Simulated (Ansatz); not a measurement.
## Run report: TaN, single-point calculation (part 2 of 2)

The same run, continued: TaN (Fm-3m, 2 atoms in the cell); DFT PBEsol+U, scalar-relativistic, plane waves, PAW, Ueff = 7 eV on Ta atom 1 d, spin-polarised (Ansatz 0.2.0); cutoff 420 eV, 7×7×7 k-mesh, Gaussian smearing of 0.05 eV, collinear spins. The structure derives from an entry of the Crystallography Open Database. It belongs to a series of runs on one base structure; here: random orbitals: harmonics, high filling.

Geometry of the input (Å; fractional positions):
```
0.0000  2.1790  2.1790
2.1790  0.0000  2.1790
2.1790  2.1790  0.0000
Ta 0.5000  0.5000  0.5000
N  0.0000  0.0000  0.0000
```

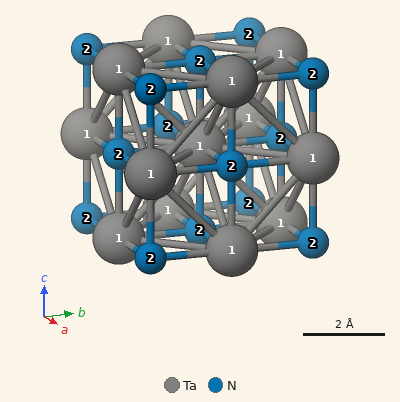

Figure 1. The structure as given in the input (ball-and-stick view of the cell 4 times as large as that of the calculation, set on its symmetry axes, seen slightly off an axis; atoms are numbered from 1 in the order of the input). An atom can appear more than once, as a periodic image.

**Log, continued**
```
SCF iter   1: F=—  HF=-10183.527281 eV  |F-HF|=—  |Δ(HF+E_count)|=         —  Δρ=8.69e-2 (↑8.54e-2 ↓8.69e-2)  dr2=4.16e-1  dr2_m=1.28e0  M=0.014 μB ∫|m|=0.675 μB  β_m=0.30  ethr=2.31e-3  ⟨swp⟩=1.0  Hψ=3664  notcnv=0
preconditioner: auto → none  [insulator: Δε(μ)=0.113 eV  Ē_g=12.710 eV  σ=0.050 eV  W_gap=0.77  n_scr=8 (ndim 8)  ℏωp=25.8 eV  f_vac=0.000  D(μ)=0.32/eV (n_scr^D=0)  ε∞_Penn≈5.1]
SCF iter   2: F=—  HF=-10183.734908 eV  |F-HF|=—  |Δ(HF+E_count)|=   2.08e-1  Δρ=6.18e-2 (↑5.98e-2 ↓6.18e-2)  dr2=1.11e-1  dr2_m=6.43e-1  M=0.002 μB ∫|m|=0.677 μB  β_m=0.30  ethr=2.31e-3  ⟨swp⟩=2.2  Hψ=801  notcnv=0
SCF iter   3: F=—  HF=-10183.879703 eV  |F-HF|=—  |Δ(HF+E_count)|=   1.45e-1  Δρ=4.62e-2 (↑4.54e-2 ↓4.62e-2)  dr2=2.69e-2  dr2_m=3.84e-1  M=-0.151 μB ∫|m|=0.704 μB  β_m=0.30  ethr=6.16e-4  ⟨swp⟩=1.9  Hψ=926  notcnv=0  defer=13
SCF iter   4: F=—  HF=-10183.978157 eV  |F-HF|=—  |Δ(HF+E_count)|=   9.85e-2  Δρ=3.37e-2 (↑3.37e-2 ↓3.35e-2)  dr2=6.74e-4  dr2_m=2.14e-1  M=-0.222 μB ∫|m|=0.729 μB  β_m=0.30  ethr=1.50e-4  ⟨swp⟩=2.8  Hψ=937  notcnv=0  defer=13
SCF iter   5: F=—  HF=-10184.031722 eV  |F-HF|=—  |Δ(HF+E_count)|=   5.36e-2  Δρ=2.39e-2 (↑2.38e-2 ↓2.39e-2)  dr2=7.63e-5  dr2_m=1.08e-1  M=-0.230 μB ∫|m|=0.731 μB  β_m=0.30  ethr=3.74e-6  ⟨swp⟩=2.0  Hψ=934  notcnv=0  defer=13
SCF iter   6: F=—  HF=-10184.059233 eV  |F-HF|=—  |Δ(HF+E_count)|=   2.75e-2  Δρ=1.75e-2 (↑1.73e-2 ↓1.75e-2)  dr2=3.64e-5  dr2_m=5.72e-2  M=-0.252 μB ∫|m|=0.740 μB  β_m=0.30  ethr=4.24e-7  ⟨swp⟩=2.0  Hψ=933  notcnv=0  defer=13
SCF iter   7: F=—  HF=-10184.074816 eV  |F-HF|=—  |Δ(HF+E_count)|=   1.56e-2  Δρ=1.33e-2 (↑1.30e-2 ↓1.33e-2)  dr2=5.03e-5  dr2_m=3.30e-2  M=-0.287 μB ∫|m|=0.755 μB  β_m=0.30  ethr=2.02e-7  ⟨swp⟩=2.1  Hψ=936  notcnv=0  defer=13
Mixer restart at iter 7: flushing history
spin-set hold released at iteration 7 (site moments contracting): the magnetisation degrees of freedom join the quasi-Newton model from the next iteration; the mixer history was flushed
SCF iter   8: F=—  HF=-10184.084260 eV  |F-HF|=—  |Δ(HF+E_count)|=   9.44e-3  Δρ=9.97e-3 (↑9.71e-3 ↓9.97e-3)  dr2=4.33e-5  dr2_m=1.83e-2  M=-0.307 μB ∫|m|=0.765 μB  β_m=0.65  ethr=2.02e-7  ⟨swp⟩=2.0  Hψ=924  notcnv=0  defer=13
SCF iter   9: F=—  HF=-10184.095932 eV  |F-HF|=—  |Δ(HF+E_count)|=   1.17e-2  Δρ=1.29e-3 (↑1.19e-3 ↓1.29e-3)  dr2=1.20e-5  dr2_m=2.86e-4  M=-0.324 μB ∫|m|=0.773 μB  β_m=0.67  ethr=2.02e-7  ⟨swp⟩=3.5  Hψ=1302  notcnv=0  defer=13
SCF iter  10: F=—  HF=-10184.096064 eV  |F-HF|=—  |Δ(HF+E_count)|=   1.31e-4  Δρ=4.00e-4 (↑4.00e-4 ↓2.16e-4)  dr2=1.03e-5  dr2_m=1.74e-5  M=-0.322 μB ∫|m|=0.772 μB  β_m=0.84  ethr=6.65e-8  ⟨swp⟩=2.2  Hψ=957  notcnv=0  defer=13
SCF iter  11: F=—  HF=-10184.096085 eV  |F-HF|=—  |Δ(HF+E_count)|=   2.12e-5  Δρ=3.36e-4 (↑1.42e-4 ↓3.36e-4)  dr2=4.90e-5  dr2_m=2.03e-6  M=-0.322 μB ∫|m|=0.771 μB  β_m=0.65  ethr=5.73e-8  ⟨swp⟩=2.8  Hψ=942  notcnv=0  defer=13
SCF iter  12: F=—  HF=-10184.096073 eV  |F-HF|=—  |Δ(HF+E_count)|=   1.15e-5  Δρ=2.53e-5 (↑2.53e-5 ↓1.73e-5)  dr2=1.48e-8  dr2_m=7.76e-8  M=-0.322 μB ∫|m|=0.771 μB  β_m=0.65  ethr=5.73e-8  ⟨swp⟩=2.0  Hψ=760  notcnv=0  defer=13
Mixer restart at iter 12: flushing history
SCF iter  13: F=—  HF=-10184.096531 eV  |F-HF|=—  |Δ(HF+E_count)|=         —  Δρ=3.79e-5 (↑3.79e-5 ↓1.50e-5)  dr2=3.34e-7  dr2_m=6.84e-8  M=-0.322 μB ∫|m|=0.771 μB  β_m=0.65  ethr=8.25e-11  ⟨swp⟩=3.0  Hψ=1047  notcnv=0  defer=13
SCF iter  14: F=—  HF=-10185.845338 eV  |F-HF|=—  |Δ(HF+E_count)|=    1.75e0  Δρ=1.94e-2 (↑1.94e-2 ↓3.98e-3)  dr2=4.79e-2  dr2_m=1.45e-2  M=-0.390 μB ∫|m|=0.610 μB  β_m=0.03  ethr=8.25e-11  ⟨swp⟩=6.7  Hψ=2242  notcnv=0  defer=13
SCF iter  15: F=—  HF=-10185.918731 eV  |F-HF|=—  |Δ(HF+E_count)|=   7.34e-2  Δρ=2.01e-2 (↑2.01e-2 ↓4.06e-3)  dr2=4.79e-2  dr2_m=1.63e-2  M=-0.409 μB ∫|m|=0.602 μB  β_m=0.03  ethr=8.25e-11  ⟨swp⟩=4.5  Hψ=1933  notcnv=0  defer=14
SCF iter  16: F=—  HF=-10185.956890 eV  |F-HF|=—  |Δ(HF+E_count)|=   3.82e-2  Δρ=2.11e-2 (↑2.11e-2 ↓4.84e-3)  dr2=5.88e-2  dr2_m=1.75e-2  M=-0.422 μB ∫|m|=0.605 μB  β_m=0.24  ethr=8.25e-11  ⟨swp⟩=5.9  Hψ=1818  notcnv=0  defer=14
SCF iter  17: F=—  HF=-10186.144492 eV  |F-HF|=—  |Δ(HF+E_count)|=   1.88e-1  Δρ=2.41e-2 (↑2.41e-2 ↓5.32e-3)  dr2=5.32e-2  dr2_m=2.74e-2  M=-0.354 μB ∫|m|=0.539 μB  β_m=0.47  ethr=8.25e-11  ⟨swp⟩=5.6  Hψ=1990  notcnv=0  defer=14
SCF iter  18: F=—  HF=-10186.459064 eV  |F-HF|=—  |Δ(HF+E_count)|=   3.15e-1  Δρ=2.88e-2 (↑2.88e-2 ↓7.92e-3)  dr2=9.66e-2  dr2_m=3.85e-2  M=-0.267 μB ∫|m|=0.425 μB  β_m=0.96  ethr=8.25e-11  ⟨swp⟩=6.4  Hψ=2334  notcnv=0  defer=20
SCF iter  19: F=—  HF=-10187.068385 eV  |F-HF|=—  |Δ(HF+E_count)|=   6.09e-1  Δρ=1.62e-2 (↑1.62e-2 ↓7.62e-3)  dr2=1.20e-2  dr2_m=2.19e-2  M=-0.221 μB ∫|m|=0.271 μB  β_m=0.99  ethr=8.25e-11  ⟨swp⟩=6.5  Hψ=2625  notcnv=0  defer=28
SCF iter  20: F=—  HF=-10187.228515 eV  |F-HF|=—  |Δ(HF+E_count)|=   1.60e-1  Δρ=8.59e-3 (↑8.59e-3 ↓6.89e-3)  dr2=2.25e-2  dr2_m=7.10e-3  M=-0.152 μB ∫|m|=0.152 μB  β_m=0.76  ethr=8.25e-11  ⟨swp⟩=6.3  Hψ=2693  notcnv=0  defer=34
SCF iter  21: F=—  HF=-10187.228306 eV  |F-HF|=—  |Δ(HF+E_count)|=   2.08e-4  Δρ=3.42e-3 (↑3.42e-3 ↓1.82e-3)  dr2=2.07e-3  dr2_m=9.19e-4  M=-0.152 μB ∫|m|=0.153 μB  β_m=0.78  ethr=8.25e-11  ⟨swp⟩=6.5  Hψ=2522  notcnv=0  defer=32
SCF iter  22: F=—  HF=-10187.228544 eV  |F-HF|=—  |Δ(HF+E_count)|=   2.38e-4  Δρ=1.20e-3 (↑7.99e-4 ↓1.20e-3)  dr2=8.06e-5  dr2_m=1.79e-4  M=-0.152 μB ∫|m|=0.153 μB  β_m=0.89  ethr=8.25e-11  ⟨swp⟩=5.8  Hψ=1824  notcnv=0  defer=32
SCF iter  23: F=—  HF=-10187.228714 eV  |F-HF|=—  |Δ(HF+E_count)|=   1.70e-4  Δρ=2.62e-4 (↑2.62e-4 ↓1.83e-4)  dr2=2.26e-5  dr2_m=3.22e-6  M=-0.151 μB ∫|m|=0.152 μB  β_m=0.77  ethr=8.25e-11  ⟨swp⟩=4.6  Hψ=1517  notcnv=0  defer=32
SCF iter  24: F=—  HF=-10187.228709 eV  |F-HF|=—  |Δ(HF+E_count)|=   5.02e-6  Δρ=9.37e-5 (↑9.37e-5 ↓6.80e-5)  dr2=1.12e-6  dr2_m=1.01e-6  M=-0.151 μB ∫|m|=0.152 μB  β_m=0.89  ethr=8.25e-11  ⟨swp⟩=4.0  Hψ=1367  notcnv=0  defer=32
iter 25 did not close the SCF: its close was put off for a magnetic moment that had not settled (scf_convergence_deferred on its scf_iter line)
SCF iter  25: F=-10187.228710 eV  HF=-10187.228710 eV  |F-HF|=3.76e-9  |Δ(HF+E_count)|=   7.03e-7  Δρ=8.14e-6 (↑8.14e-6 ↓4.11e-6)  dr2=9.57e-9  dr2_m=5.80e-9  M=-0.151 μB ∫|m|=0.152 μB  β_m=0.94  ethr=8.25e-11  ⟨swp⟩=8.4  Hψ=3582  notcnv=0
iter 26 did not close the SCF: its close was put off for a magnetic moment that had not settled (scf_convergence_deferred on its scf_iter line)
SCF iter  26: F=-10187.228710 eV  HF=-10187.228710 eV  |F-HF|=3.89e-10  |Δ(HF+E_count)|=   1.18e-8  Δρ=1.23e-6 (↑1.23e-6 ↓5.57e-7)  dr2=1.98e-10  dr2_m=1.17e-10  M=-0.151 μB ∫|m|=0.152 μB  β_m=0.90  ethr=5.32e-11  ⟨swp⟩=5.0  Hψ=2771  notcnv=0
SCF iter  27: F=-10187.228710 eV  HF=-10187.228710 eV  |F-HF|=7.28e-12  |Δ(HF+E_count)|=  6.37e-10  Δρ=1.38e-7 (↑1.38e-7 ↓9.45e-8)  dr2=1.87e-12  dr2_m=2.27e-12  M=-0.151 μB ∫|m|=0.152 μB  ethr=1.10e-12  ⟨swp⟩=4.0  Hψ=2432  notcnv=0
WARN: hamiltonian.hubbard: on 1 of 2 specified blocks the occupation matrix of this SCF's result fails the test of the specified filling. At site 0 ↑ (sites count from 0 in the list of atoms of the cell that this SCF solves) the least filled combination of the orbitals specified full has occupation 0.295, and the fullest combination of the orbitals specified empty has occupation 0.420; the filling counts as kept where the first is at least 0.75 and exceeds the second by more than 0.25. The state of this SCF's result may not hold the specified filling, though these bounds can also misjudge a state that does. This warning does not say which state is lower in energy, or whether the specified filling is a self-consistent state at all; see hamiltonian.hubbard.sites[].starting_ns, Limitations, and scf.initial_density.shell_occupations in the input reference
SCF 1 converged in 27 iterations: F = -10187.228710 eV  dr2 = 1.87e-12
  greatest PAW one-centre occupation: 1.000 electrons in one spin orbital (limit 2), on the Ta atom at site 0 (counted from 0), in its partial waves of l = 0
SCF converged after 27 iterations
Magnetization: -0.1513 μB (8.9243 up, 9.0757 down)
Absolute magnetization: 0.1520 μB (∫|ρ↑−ρ↓|, with the PAW one-centre terms)
Spin contamination: 0.0003 ħ² per cell (⟨S²⟩ above its minimum at these occupations)
Per-site moments (μB) at R_I (Å): [(-0.0675182515540599, 0.898838040375), (-0.01314128871293894, 0.898838040375)]
Free energy (F): -10187.228710 eV
Harris-Foulkes:  -10187.228710 eV  (|F-HF|=7.28e-12)
Internal energy: -10187.227704 eV  (E = F + TS)
E sigma→0 (E₀):  -10187.228207 eV
Entropy (-TS):   -0.001006 eV (-0.503 meV/atom)
Fermi energy:    21.852243 eV
--- Per-component energies (eV) ---
  E_band       = -36.735214
  E_kinetic    = 502.639920
  E_local      = -566.160150  (includes V_loc(G=0)·N_el)
  E_nonlocal   = 63.206994
  E_hartree    = 191.060767
  E_xc         = -278.757255
  E_vxc        = -282.810072  (∫ρ·V_xc dr)
  E_hubbard    = -0.196095  (on-site DFT+U / exact-exchange correction)
  E_vhub       = -0.392190  (the Hubbard potential's part of the band-sum identity)
  E_paw        = -8395.744340  (= ΣΔE_a)
  E_vpaw       = -135.341469  (= ΣTr[D̂ρ^β])
  E_aug_tail   = 0.000235  (compensation charges beyond the density's cutoff)
  E_ewald      = -1703.519524
  E_core_change = 0.241745  (= ΣΔE_core)
  E_smearing   = -0.001006  (= −TS)
  E_closure    = 0.000000  (closes the sum)
  Σ components = -10187.228710   (vs F -10187.228710, Δ=0.00e0)
DFT+U double counting: amf (around mean field; hamiltonian.hubbard.double_counting)
--- Specified on-site occupations, and those of the state reported ---
  electrons in the specified blocks: 2.1000 specified, 3.8335 found
  site 0 (l=d) ↑: largest change of an orbital's occupation 0.6752; electrons 2.0000 specified, 1.8488 found; spectral distance 0.9573
  site 0 (l=d) ↓: largest change of an orbital's occupation 0.4474; electrons 0.1000 specified, 1.9847 found; spectral distance 0.8647
--- Forces (eV/Å), atoms counted from 1 ---
  atom   1  Ta     0.00000000    -0.00000000    -0.00000000
  atom   2  N     -0.00000000     0.00000000     0.00000000
  max |Σ_I F_I| component: 2.08e-29 eV/Å
--- Stress (GPa, compression-positive) ---
        5.814334      -0.000000      -0.000000
        0.000000       5.814334       0.000000
        0.000000      -0.000000       5.814334
  P = ⅓ Tr σ = 5.8143 GPa (58.143 kbar)
--- Band table (eV; the first three rows and the last of 40) ---
  k-point 0 ↑: bands = ["-47.2070", "-13.4340", "-13.4340", "-13.4340", "3.2070", "18.3488", "18.3488", "18.3488", "19.6718", "19.6718", "19.6718", "22.7508", "22.7508", "23.9951"]
  k-point 1 ↑: bands = ["-47.1953", "-13.6269", "-13.4512", "-13.4512", "3.7106", "16.3372", "17.0941", "17.0941", "20.4018", "20.4018", "20.4683", "24.3847", "24.3847", "25.2776"]
  k-point 2 ↑: bands = ["-47.1715", "-14.0362", "-13.4893", "-13.4893", "4.9490", "13.6769", "15.5493", "15.5493", "21.5468", "21.9500", "21.9500", "27.1896", "27.3428", "27.3428"]
  k-point 19 ↓: bands = ["-47.1715", "-14.1103", "-14.0729", "-13.7784", "5.4628", "14.1233", "15.0993", "15.4791", "20.9014", "22.4712", "25.0753", "27.0757", "27.7298", "32.2912"]
Occupation matrices written to [file]
--- Löwdin populations: 2 sites ---
  site symbol       q [e]    m [muB]
     0     Ta     12.2273    -0.1376
     1      N      5.6954    -0.0112
  spilling = 0.004296 (of n_electrons = 18.000000)
--- Occupation matrices: 1 shell (run DFT+U table (all-electron-ortho-atomic); ε = 2.11e-4) ---
  Ta0 d_5D: site group Oh (m-3m)
  Ta0 d_5D up     Tr n = 1.8488  λ = 0.295 0.295 0.420 0.420 0.420  [2× z2 0.50 (Eg 1.00) Eg(1.00) | 3× xz 0.33 (T2g 1.00) T2g(1.00)]
  Ta0 d_5D dn     Tr n = 1.9847  λ = 0.291 0.291 0.467 0.467 0.467  [2× z2 0.50 (Eg 1.00) Eg(1.00) | 3× xz 0.33 (T2g 1.00) T2g(1.00)]
  specified occupation → Ta0 d_5D up: matrix, ‖Δ‖_F = 1.1795, Tr Δ = +0.1512, displaced = 1.2748, d_λ = 0.9573; orbital distance = 1.8257
  specified occupation → Ta0 d_5D dn: matrix, ‖Δ‖_F = 0.8647, Tr Δ = -1.8847, displaced = 0.9423, d_λ = 0.8647; orbital distance = 0.0000
  Tr n, λ and their labels are of the run-group-symmetrised matrices; stabiliser: 48 of 96 elements of G0×{1,Θ} (closed), max defect 1.3e-15 at τ = 4.5e-5
```

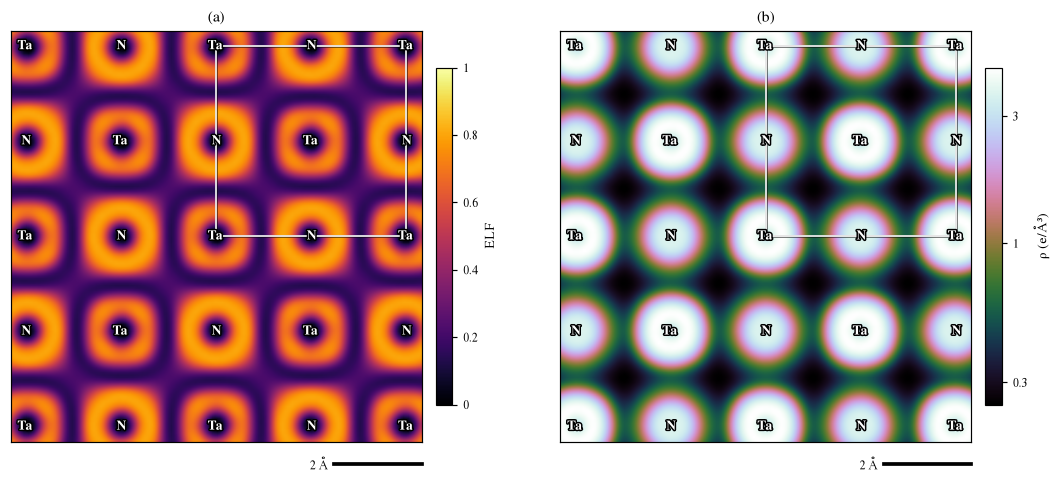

Figure 2. (a) ELF; (b) valence charge density (pseudo) on the (100) plane of the conventional cell. The section cuts through Ta and N sites. Ta–N (2.18 Å): the density is about 0.56 e/Å³ at the midpoint; the ELF is about 0.15 at the midpoint (a polar contact without a shared pair, in a metal). Ta–Ta (3.08 Å): ρ at the midpoint is about 0.25 e/Å³; the ELF is about 0.20 at the midpoint; no localised pair between them. Away from the nuclei the density in this plane falls to 0.25 e/Å³ at its lowest. The strong features right at Ta lie inside the PAW spheres (semicore, d or f shells) and say nothing about bonding. Core electrons are frozen (PAW), so the fields are smoothed inside the atomic spheres.

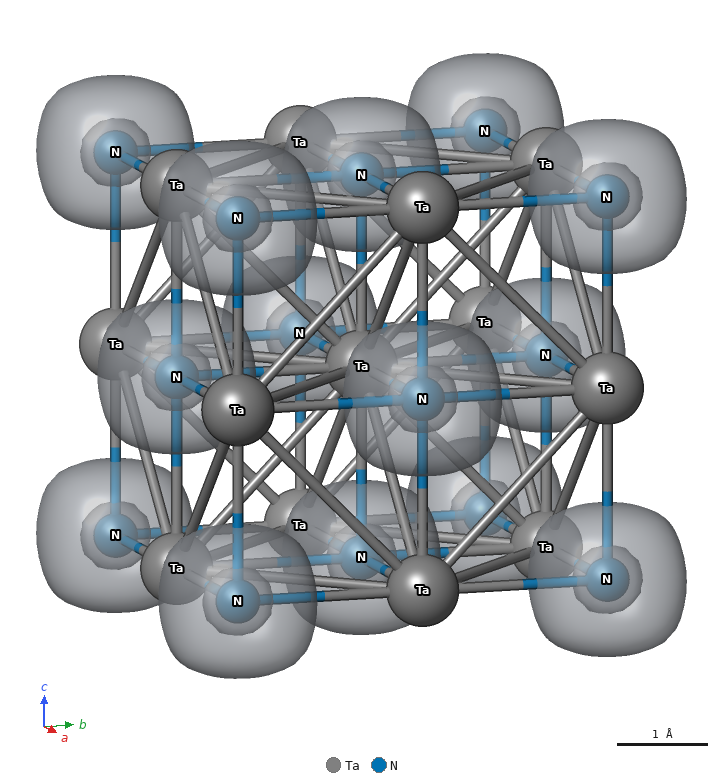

Figure 3. Isosurface of the ELF at 0.6 (grey), seen slightly off an axis. Only the valence region is drawn (cores and ρ < 0.01 e/Å³ removed). Sticks mark near contacts. The outline is the cell set on symmetry axes. Profiles from the grid: Ta–N (2.18 Å): the ELF is about 0.15 at the midpoint; a polar contact without a shared pair, in a metal. Ta–Ta (3.08 Å): the ELF is about 0.20 at the midpoint (no shared electron pair).

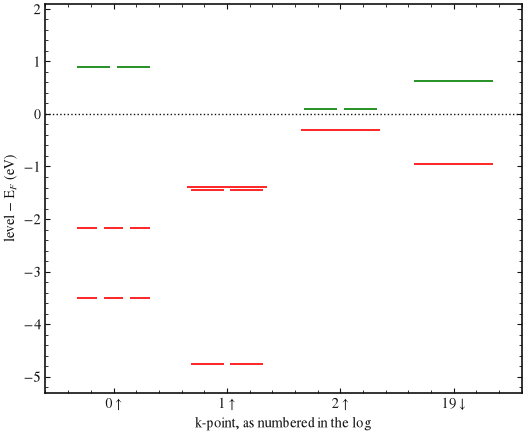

Figure 4. Kohn–Sham levels near the Fermi level (dotted) at the few k-points that the log prints; levels within 0.02 eV of each other stand side by side. The system is metallic on the full mesh.

**Results in brief**

| quantity | value |
| --- | --- |
| outcome | converged |
| space group (tolerance 0.01 Å) | Fm-3m (225) |
| electrons treated | 18 |
| free energy | −10187.2287 eV |
| Fermi energy | 21.852 eV |
| gap on the k-point mesh | none (metallic) |
| net moment of the cell | −0.15 μB |
| integrated absolute moment | 0.15 μB |
| pressure | 5.81 GPa |
| largest force (length of the vector) | under 0.001 eV/Å |
| hardware | 2 threads of Arm Neoverse V2, 24 GiB of memory available, shared host |
| wall time | 2.1 s (CPU time 3.8 s) |
| peak memory | 0.28 GiB |

**Remarks**

Warnings of the run: the typed occupations were not kept. Spin–orbit coupling is left out, which matters for Ta. The cell is under a pressure of 5.8 GPa at this level, so it is not at its equilibrium volume.
